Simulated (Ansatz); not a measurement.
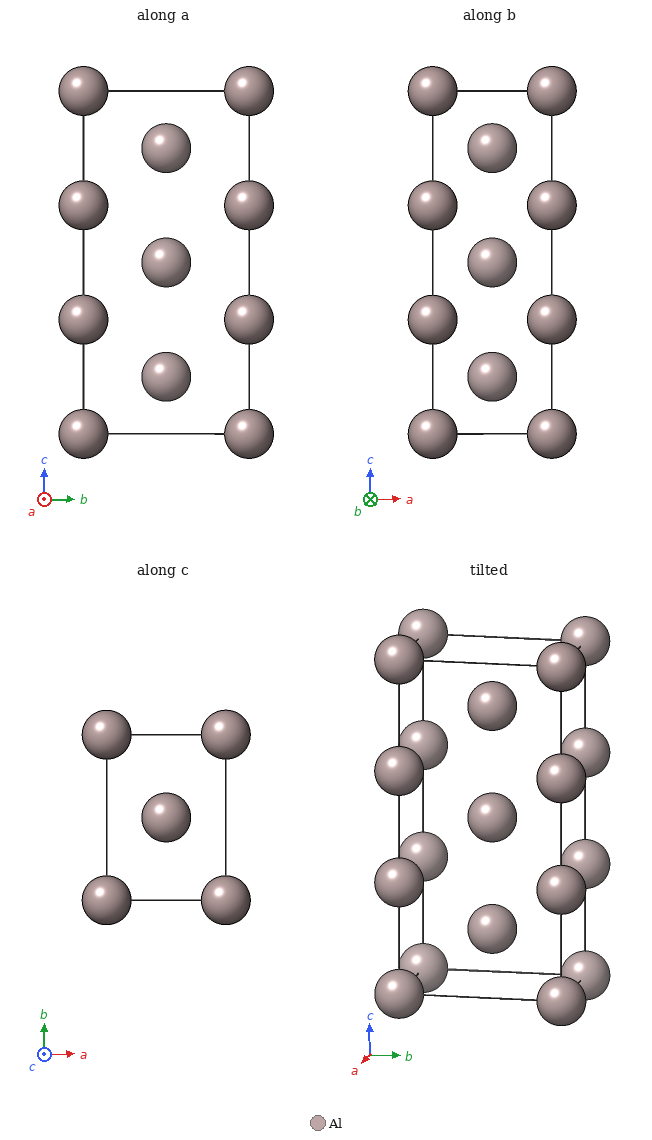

Structure drawing (spheres-only), viewed along the a axis, along the b axis, along the c axis and slightly off an axis. The unit cell is drawn as a box.

Lattice parameters: a = 2.8961 Å, b = 4.0239 Å, c = 8.3324 Å, α = 90.013°, β = 89.938°, γ = 89.976°.

> Put the structure into a CIF in P1 with every atom of the cell.

```cif
data_structure
_symmetry_space_group_name_H-M 'P 1'
_symmetry_Int_Tables_number 1
_cell_length_a 2.8961
_cell_length_b 4.0239
_cell_length_c 8.3324
_cell_angle_alpha 90.013
_cell_angle_beta 89.938
_cell_angle_gamma 89.976
_cell_volume 97.10
loop_
_atom_site_label
_atom_site_type_symbol
_atom_site_fract_x
_atom_site_fract_y
_atom_site_fract_z
_atom_site_occupancy
Al1 Al 0.0000 0.0000 0.0000 1
Al2 Al 0.4999 0.5000 0.5000 1
Al3 Al 0.0000 0.0000 0.3333 1
Al4 Al 0.5000 0.5000 0.8333 1
Al5 Al 0.5000 0.5000 0.1667 1
Al6 Al 0.0000 0.0000 0.6667 1
```

The structure comes from a textbook structure type filled with this element (whether it is the usual form wasn't checked). Relaxation method: Ansatz, DFT PBEsol, scalar-relativistic, plane waves, PAW.
